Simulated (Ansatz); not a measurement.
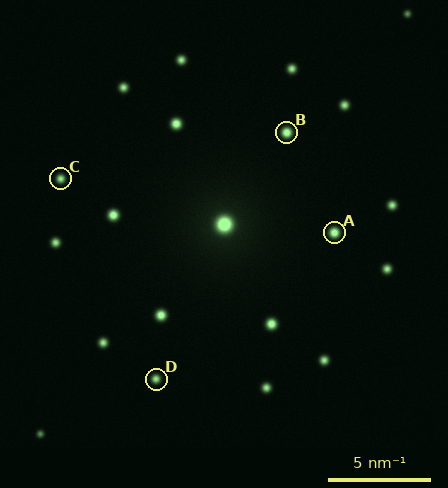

The pattern is a kinematic simulation for 200 kV electrons (no multiple scattering; isotropic B = 1 Å²). The zone axis points towards the electron source and the pattern is seen from the source side.

The sample is Cu, space group Pm-3n (No. 223), a = 4.47 Å. Structure: the geometry relaxed with DFT, LDA (PW92), plane waves (420 eV) with PAW, scalar-relativistic (Ansatz 0.2.0); the starting structure was generated, so it need not be a known form of this composition.

```
Cu
1.0
     4.47061    0.00000    0.00000
     0.00000    4.47061    0.00000
     0.00000    0.00000    4.47061
Cu
8
Direct
  0.00000 0.00000 0.00000
  0.50000 0.50000 0.50000
  0.25000 0.00000 0.50000
  0.75000 0.00000 0.50000
  0.50000 0.25000 0.00000
  0.50000 0.75000 0.00000
  0.00000 0.50000 0.25000
  0.00000 0.50000 0.75000
```

Spot A is indexed -1 2 -1 and spot B -2 1 1.

Question: Index the other marked spots.

Answer: C = −(5/3)A + (1/3)B = 1 -3 2 (d = 1.195 Å). D = (1/3)A − (5/3)B = 3 -1 -2 (d = 1.195 Å).

Question: Which zone axis is this?

Answer: The cross product of A and B is parallel to [111]; every spot obeys hu + kv + lw = 0.

Question: What are the spacings of A and B and the angle between them?

Answer: d(A) = 1.825 Å, d(B) = 1.825 Å, and the angle is 60.0°.
